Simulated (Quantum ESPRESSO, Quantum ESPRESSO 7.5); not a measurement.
# 2H-MoS2, 1 layer, rectangular cell: a series in strain along the second axis

Wanted: a table for 2H-MoS2, 1 layer, rectangular cell against strain along the second axis, and what can be fitted to it.

Method: plane-wave DFT, PBE, GBRV ultrasoft pseudopotentials, in Quantum ESPRESSO 7.5.

**1. The structure**

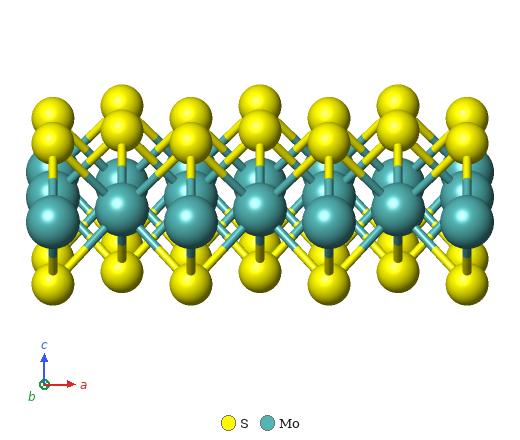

The starting structure, seen nearly edge on (sulfur yellow, molybdenum teal). 3×2×1 cells are drawn. Some periodic images of atoms are drawn too.

The cell holds 6 atoms: 4 S and 2 Mo. Its edges and angles: a = 3.180 Å, b = 5.508 Å, c = 18.263 Å, α = 90.0°, β = 90.0°, γ = 90.0°. It derives from MoS2. Vacuum lies along c.

Set-up: Cell and atoms are first relaxed; each strained cell is then held, the other axis too, and the atoms relax in it. A periodic run with 15 Å of vacuum in the starting cell gives the vacuum levels, and bands follow along a path.

Members -2, -1, 0, 1 and 2 took the same steps and show in the table alone.

**2. Variable-cell relaxation of the reference**

What the set-up leaves free in this member is relaxed.

ref.relax.in reads:

```
&control
  prefix = 'ref.relax'
  outdir = './out'
  pseudo_dir = './pseudo'
  nstep = 80
  forc_conv_thr = 0.0004
  calculation = 'vc-relax'
  etot_conv_thr = 1e-06
/
&system
  ibrav = 0
  nat = 6
  ntyp = 2
  ecutwfc = 50
  ecutrho = 250
  occupations = 'smearing'
  smearing = 'fd'
  degauss = 0.004
/
&electrons
  conv_thr = 1e-09
  mixing_beta = 0.4
  electron_maxstep = 120
  mixing_mode = 'plain'
/
&ions
/
&cell
  cell_dofree = '2Dxy'
  press_conv_thr = 0.3
/
ATOMIC_SPECIES
  S   32.0600  s_pbe_v1.4.uspp.F.UPF
  Mo  95.9500  mo_pbe_v1.uspp.F.UPF
CELL_PARAMETERS angstrom
  3.18000000000000 0.00000000000000 0.00000000000000
  0.00000000000000 5.50792156806903 0.00000000000000
  0.00000000000000 0.00000000000000 18.26259773799958
ATOMIC_POSITIONS crystal
  S   0.999999999900 0.333333333400 0.410675420200
  S   0.500000000000 0.833333333300 0.410675420200
  Mo  0.000000000000 0.000000000000 0.500000000000
  Mo  0.500000000000 0.500000000000 0.500000000000
  S   0.999999999900 0.333333333400 0.589324579800
  S   0.500000000000 0.833333333300 0.589324579800
K_POINTS automatic
  10 6 1 0 0 0
```

Command:

```
OMP_NUM_THREADS=1 mpirun -n 4 pw.x -nk 4 -in ref.relax.in > ref.relax.out
```

The program printed:

```text
Program PWSCF v.7.5 starts
[citation notice left out]

     Parallel version (MPI & OpenMP), running on       4 processor cores
     Number of MPI processes:                 4
     Threads/MPI process:                     1

     MPI processes distributed on     1 nodes
[...]
Current dimensions of program PWSCF are:
     Max number of different atomic species (ntypx) = 10
     Max number of k-points (npk) =  40000
     Max angular momentum in pseudopotentials (lmaxx) =  4
     Found identity + ( -0.5000  0.5000  0.0000) symmetry
     This is a supercell, fractional translations are disabled
     Message from routine setup:
     using ibrav=0 with symmetry is DISCOURAGED, use correct ibrav instead

     K-points division:     npool     =       4
     Subspace diagonalization in iterative solution of the eigenvalue problem:
     a serial algorithm will be used

     G-vector sticks info
     --------------------
     sticks:   dense  smooth     PW     G-vecs:    dense   smooth      PW
     Sum        1247     993    295               143991   103227   16547

     Using Slab Decomposition

     bravais-lattice index     =            0
     lattice parameter (alat)  =       6.0093  a.u.
     unit-cell volume          =    2158.6092 (a.u.)^3
     number of atoms/cell      =            6
     number of atomic types    =            2
     number of electrons       =        52.00
     number of Kohn-Sham states=           31
     kinetic-energy cutoff     =      50.0000  Ry
     charge density cutoff     =     250.0000  Ry
     scf convergence threshold =      1.0E-09
     mixing beta               =       0.4000
     number of iterations used =            8  plain     mixing
     energy convergence thresh.=      1.0E-06
     force convergence thresh. =      4.0E-04
     press convergence thresh. =      3.0E-01
     Exchange-correlation= SLA  PW   PBE  PBE
                           (   1   4   3   4   0   0   0)
     nstep                     =           80

     celldm(1)=   6.009329  celldm(2)=   0.000000  celldm(3)=   0.000000
     celldm(4)=   0.000000  celldm(5)=   0.000000  celldm(6)=   0.000000

     crystal axes: (cart. coord. in units of alat)
               a(1) = (   1.000000   0.000000   0.000000 )
               a(2) = (   0.000000   1.732051   0.000000 )
               a(3) = (   0.000000   0.000000   5.742955 )

     reciprocal axes: (cart. coord. in units 2 pi/alat)
               b(1) = (  1.000000  0.000000  0.000000 )
               b(2) = (  0.000000  0.577350  0.000000 )
               b(3) = (  0.000000  0.000000  0.174126 )

     PseudoPot. # 1 for S  read from file:
     ./pseudo/s_pbe_v1.4.uspp.F.UPF
     Pseudo is Ultrasoft + core correction, Zval =  6.0
     Generated by new atomic code, or converted to UPF format
     Using radial grid of  907 points,  6 beta functions with:
                l(1) =   0
                l(2) =   0
                l(3) =   1
                l(4) =   1
                l(5) =   2
                l(6) =   2
     Q(r) pseudized with  8 coefficients,  rinner =    1.300   1.300   1.300
                                                       1.300   1.300

     PseudoPot. # 2 for Mo read from file:
     ./pseudo/mo_pbe_v1.uspp.F.UPF
     Pseudo is Ultrasoft + core correction, Zval = 14.0
     Generated by new atomic code, or converted to UPF format
     Using radial grid of  889 points,  6 beta functions with:
                l(1) =   0
                l(2) =   0
                l(3) =   1
                l(4) =   1
                l(5) =   2
                l(6) =   2
     Q(r) pseudized with  6 coefficients,  rinner =    1.000   1.000   1.000
                                                       1.000   1.000

     atomic species   valence    mass     pseudopotential
     S                 6.00    32.06000     S ( 1.00)
     Mo               14.00    95.95000     Mo( 1.00)

      4 Sym. Ops. (no inversion) found

   Cartesian axes

     site n.     atom                  positions (alat units)
         1        S      tau(   1) = (   1.0000000   0.5773503   2.3584906  )
         2        S      tau(   2) = (   0.5000000   1.4433757   2.3584906  )
         3        Mo     tau(   3) = (   0.0000000   0.0000000   2.8714776  )
         4        Mo     tau(   4) = (   0.5000000   0.8660254   2.8714776  )
         5        S      tau(   5) = (   1.0000000   0.5773503   3.3844647  )
         6        S      tau(   6) = (   0.5000000   1.4433757   3.3844647  )

     number of k points=    24  Fermi-Dirac smearing, width (Ry)=  0.0040
                       cart. coord. in units 2pi/alat
        k(    1) = (   0.0000000   0.0000000   0.0000000), wk =   0.0333333
        k(    2) = (   0.0000000   0.0962250   0.0000000), wk =   0.0666667
        k(    3) = (   0.0000000   0.1924501   0.0000000), wk =   0.0666667
        k(    4) = (   0.0000000  -0.2886751   0.0000000), wk =   0.0333333
        k(    5) = (   0.1000000   0.0000000   0.0000000), wk =   0.0666667
        k(    6) = (   0.1000000   0.0962250   0.0000000), wk =   0.1333333
        k(    7) = (   0.1000000   0.1924501   0.0000000), wk =   0.1333333
        k(    8) = (   0.1000000  -0.2886751   0.0000000), wk =   0.0666667
        k(    9) = (   0.2000000   0.0000000   0.0000000), wk =   0.0666667
        k(   10) = (   0.2000000   0.0962250   0.0000000), wk =   0.1333333
[...]
k(   24) = (  -0.5000000  -0.2886751   0.0000000), wk =   0.0333333

     Dense  grid:   143991 G-vectors     FFT dimensions: (  32,  54, 180)

     Smooth grid:   103227 G-vectors     FFT dimensions: (  27,  48, 160)

     Estimated max dynamical RAM per process >     265.53 MB

     Estimated total dynamical RAM >     956.66 MB

     Initial potential from superposition of free atoms

     starting charge      51.9977, renormalised to      52.0000

     negative rho (up, down):  4.573E-03 0.000E+00
     Starting wfcs are   42 randomized atomic wfcs

     total cpu time spent up to now is        3.1 secs

     per-process dynamical memory:   135.6 Mb

     Self-consistent Calculation

     iteration #  1     ecut=    50.00 Ry     beta= 0.40
     Davidson diagonalization with overlap
     ethr =  1.00E-02,  avg # of iterations =  2.0

     Threshold (ethr) on eigenvalues was too large:
     Diagonalizing with lowered threshold

     Davidson diagonalization with overlap
     ethr =  2.87E-04,  avg # of iterations =  3.0

     negative rho (up, down):  4.681E-03 0.000E+00

     total cpu time spent up to now is       12.5 secs

[...]
atom    5 type  1   force =     0.00000000    0.00000201   -0.02890105
     atom    6 type  1   force =     0.00000000    0.00000215   -0.02890155

     Total force =     0.057803     Total SCF correction =     0.000074

     Computing stress (Cartesian axis) and pressure

     negative rho (up, down):  4.640E-03 0.000E+00
          total   stress  (Ry/bohr**3)                   (kbar)     P=      -11.47
  -0.00003524   0.00000000   0.00000000           -5.18        0.00        0.00
   0.00000000  -0.00003521   0.00000000            0.00       -5.18        0.00
   0.00000000   0.00000000  -0.00016357            0.00        0.00      -24.06

     Energy error            =      7.1E-03 Ry
     Gradient error          =      2.9E-02 Ry/Bohr
     Cell gradient error     =      5.2E+00 kbar

     number of scf cycles    =   2
     number of bfgs steps    =   1

     enthalpy           old  =    -375.4535655297 Ry
     enthalpy           new  =    -375.4606499853 Ry

     CASE: enthalpy          _new < enthalpy          _old

     new trust radius        =       0.0493674552 bohr
     new conv_thr            =       0.0000000007 Ry

     new unit-cell volume =   2144.07076 a.u.^3 (   317.71851 Ang^3 )
     density =      1.67319 g/cm^3

CELL_PARAMETERS (angstrom)
   3.169270335   0.000000000   0.000000000
   0.000000000   5.489346859   0.000000000
   0.000000000   0.000000000  18.262597738

ATOMIC_POSITIONS (crystal)
S                0.9999999999        0.3333339799        0.4134062970
S                0.5000000000        0.8333339774        0.4134062822
Mo               0.0000000000       -0.0000012802        0.5000000000
Mo               0.5000000000        0.4999986989        0.5000000000
S                0.9999999999        0.3333339799        0.5865937030
S                0.5000000000        0.8333339774        0.5865937178

[...]
NEW-OLD atomic charge density approx. for the potential
     New effective cutoffs (rho, wfc):  251.65   50.34

     negative rho (up, down):  4.624E-03 0.000E+00

     total cpu time spent up to now is      151.9 secs

     per-process dynamical memory:   176.9 Mb

     Self-consistent Calculation

     iteration #  1     ecut=    50.00 Ry     beta= 0.40
     Davidson diagonalization with overlap
     ethr =  1.00E-06,  avg # of iterations =  7.8

     negative rho (up, down):  4.621E-03 0.000E+00

     total cpu time spent up to now is      162.6 secs

     total energy              =    -375.46438431 Ry
     estimated scf accuracy    <       0.00072837 Ry

[...]
iteration # 12     ecut=    50.00 Ry     beta= 0.40
[...]
negative rho (up, down):  4.606E-03 0.000E+00

[...]
End of self-consistent calculation

[...]
the Fermi energy is     0.4427 ev

!    total energy              =    -375.46463795 Ry
     estimated scf accuracy    <          7.1E-11 Ry
     smearing contrib. (-TS)   =      -0.00000000 Ry
     internal energy E=F+TS    =    -375.46463795 Ry

     The total energy is F=E-TS. E is the sum of the following terms:
     one-electron contribution =   -1954.68905671 Ry
     hartree contribution      =     979.15211546 Ry
     xc contribution           =     -72.52494681 Ry
     ewald contribution        =     672.59725010 Ry

     convergence has been achieved in  12 iterations

     negative rho (up, down):  4.606E-03 0.000E+00

     Forces acting on atoms (cartesian axes, Ry/au):

     atom    1 type  1   force =     0.00000000   -0.00000021    0.01032809
     atom    2 type  1   force =     0.00000000    0.00000004    0.01032800
     atom    3 type  2   force =     0.00000000    0.00000048    0.00000000
     atom    4 type  2   force =     0.00000000   -0.00000013    0.00000000
     atom    5 type  1   force =     0.00000000   -0.00000021   -0.01032809
     atom    6 type  1   force =     0.00000000    0.00000004   -0.01032800

     Total force =     0.020656     Total SCF correction =     0.000024

     Computing stress (Cartesian axis) and pressure

     negative rho (up, down):  4.606E-03 0.000E+00
          total   stress  (Ry/bohr**3)                   (kbar)     P=       -2.08
   0.00000782   0.00000000   0.00000000            1.15        0.00        0.00
   0.00000000   0.00000784   0.00000000            0.00        1.15        0.00
   0.00000000   0.00000000  -0.00005809            0.00        0.00       -8.55

     Energy error            =      4.0E-03 Ry
     Gradient error          =      1.0E-02 Ry/Bohr
     Cell gradient error     =      1.2E+00 kbar

     number of scf cycles    =   3
     number of bfgs steps    =   2

     enthalpy           old  =    -375.4606499853 Ry
     enthalpy           new  =    -375.4646379499 Ry

     CASE: enthalpy          _new < enthalpy          _old

     new trust radius        =       0.0266364988 bohr
     new conv_thr            =       0.0000000003 Ry

     new unit-cell volume =   2143.84296 a.u.^3 (   317.68475 Ang^3 )
     density =      1.67337 g/cm^3

CELL_PARAMETERS (angstrom)
   3.169100406   0.000000000   0.000000000
   0.000000000   5.489057940   0.000000000
   0.000000000   0.000000000  18.262597738

ATOMIC_POSITIONS (crystal)
S                0.9999999999        0.3333340239        0.4141781158
S                0.5000000000        0.8333340615        0.4141781017
Mo               0.0000000000       -0.0000013679        0.5000000000
Mo               0.5000000000        0.4999985305        0.5000000000
S                0.9999999999        0.3333340239        0.5858218842
S                0.5000000000        0.8333340615        0.5858218983

[...]
NEW-OLD atomic charge density approx. for the potential
     New effective cutoffs (rho, wfc):  251.68   50.34

     negative rho (up, down):  4.629E-03 0.000E+00

     total cpu time spent up to now is      221.1 secs

     per-process dynamical memory:   176.9 Mb

[...]
!    total energy              =    -375.46520281 Ry
[...]
Total force =     0.000567     Total SCF correction =     0.000032
[...]
number of bfgs steps    =   3
[...]
new trust radius        =       0.0062189967 bohr
[...]
!    total energy              =    -375.46527616 Ry
[...]
Total force =     0.000088     Total SCF correction =     0.000009
[...]
number of bfgs steps    =   4
[...]
WARNING: bfgs curvature condition failed, Theta= 0.953
     new trust radius        =       0.0068408946 bohr
[...]
!    total energy              =    -375.46534238 Ry
[...]
Total force =     0.000038     Total SCF correction =     0.000009
[...]
number of bfgs steps    =   5
[...]
new trust radius        =       0.0102613387 bohr
[...]
!    total energy              =    -375.46541432 Ry
[...]
Total force =     0.000019     Total SCF correction =     0.000006
[...]
number of bfgs steps    =   6
[...]
new trust radius        =       0.0153920002 bohr
[...]
Self-consistent Calculation

     iteration #  1     ecut=    50.00 Ry     beta= 0.40
     Davidson diagonalization with overlap
     ethr =  1.00E-06,  avg # of iterations =  3.0

     Threshold (ethr) on eigenvalues was too large:
     Diagonalizing with lowered threshold

     Davidson diagonalization with overlap
     ethr =  5.72E-08,  avg # of iterations =  4.0

     negative rho (up, down):  4.799E-03 0.000E+00

     total cpu time spent up to now is      468.1 secs

     total energy              =    -375.46545360 Ry
     estimated scf accuracy    <       0.00001558 Ry

[...]
iteration #  4     ecut=    50.00 Ry     beta= 0.40
[...]
[key lines of the parts left out:]
total energy              =    -375.46546078 Ry
the Fermi energy is     0.3880 ev
convergence has been achieved in  11 iterations
```

Wall time 11 min (4 MPI ranks of Arm Neoverse V1, shared host); peak memory 1.2 GiB.

Step by step:

```csv
step,energy less that of the first step (eV),largest force (eV/Å),volume (Å³)
1,0.0000,1.1539,319.87
2,-0.0964,0.7431,318.68
3,-0.1506,0.2655,317.72
4,-0.1583,0.0073,317.68
5,-0.1593,0.0011,318.11
6,-0.1602,0.0005,318.58
7,-0.1612,0.0002,319.29
8,-0.1618,0.0002,320.35
9,-0.1619,0.0000,320.49
10,-0.1620,0.0002,320.49
```

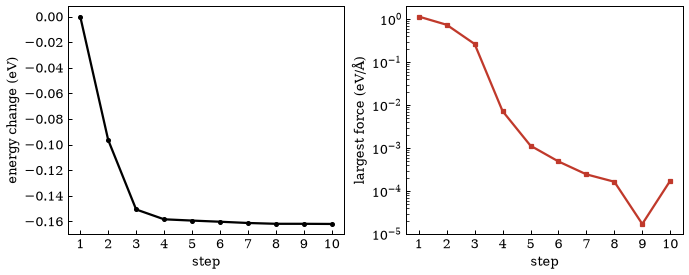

Energy and largest force along the relaxation.

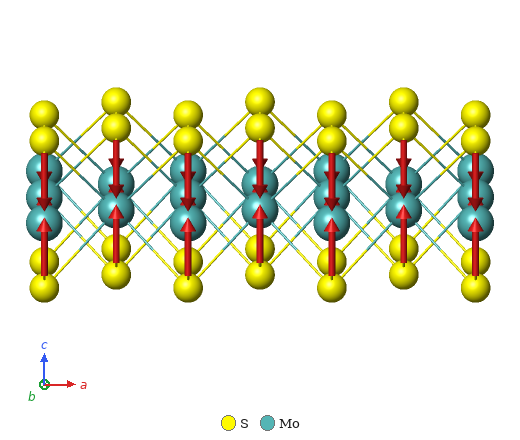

Displacements in the relaxation, exaggerated, measured against the changing cell; the longest in the cell stands for 0.07 Å. 3×2×1 cells are drawn. Some periodic images of atoms are drawn too.

```csv
cell as run,before,after,change
a (Å),3.180,3.183,+0.1 %
b (Å),5.508,5.513,+0.1 %
```

The atoms that moved most (Å, along periodic axes as changes of fractional coordinates times the final cell, across vacuum about the mean position):

| atom | dx | dy | dz | length |
| --- | --- | --- | --- | --- |
| S2 | 0.000 | 0.000 | 0.069 | 0.069 |
| S6 | 0.000 | 0.000 | -0.069 | 0.069 |
| S1 | 0.000 | 0.000 | 0.069 | 0.069 |
| S5 | 0.000 | 0.000 | -0.069 | 0.069 |

The relaxed structure:

```cif
data_structure
_symmetry_space_group_name_H-M 'P 1'
_symmetry_Int_Tables_number 1
_cell_length_a 3.1831
_cell_length_b 5.5133
_cell_length_c 18.2626
_cell_angle_alpha 90.000
_cell_angle_beta 90.000
_cell_angle_gamma 90.000
_cell_volume 320.49
loop_
_atom_site_label
_atom_site_type_symbol
_atom_site_fract_x
_atom_site_fract_y
_atom_site_fract_z
_atom_site_occupancy
S1 S 0.00000 0.33333 0.41445 1
S2 S 0.50000 0.83333 0.41445 1
Mo3 Mo 0.00000 0.00000 0.50000 1
Mo4 Mo 0.50000 0.50000 0.50000 1
S5 S 0.00000 0.33333 0.58555 1
S6 S 0.50000 0.83333 0.58555 1
```

 The last row is no step: it is a fresh SCF in the final cell with a new plane-wave basis, -0 meV from the row before.

Numbers from this step:

```
free energy  : -5108.4680 eV
Fermi energy : 0.3578 eV
```

(Continued in part 2 of 7.)

[Logs are printed without paths, hosts, clocks, repeated set-up lines and the standing remarks that a program may print on its own settings, such as how far it seeks lower states.]

[Hosts, paths, dates, database ids (printed as entryN), source tags and the programs' standing remarks are cut or masked in the printed files.]

[Maps of the electrostatic potential energy from Ansatz leave out the sawtooth potential of an applied field or a dipole correction, so their vacuum need not be flat; planar profiles and work functions include it.]
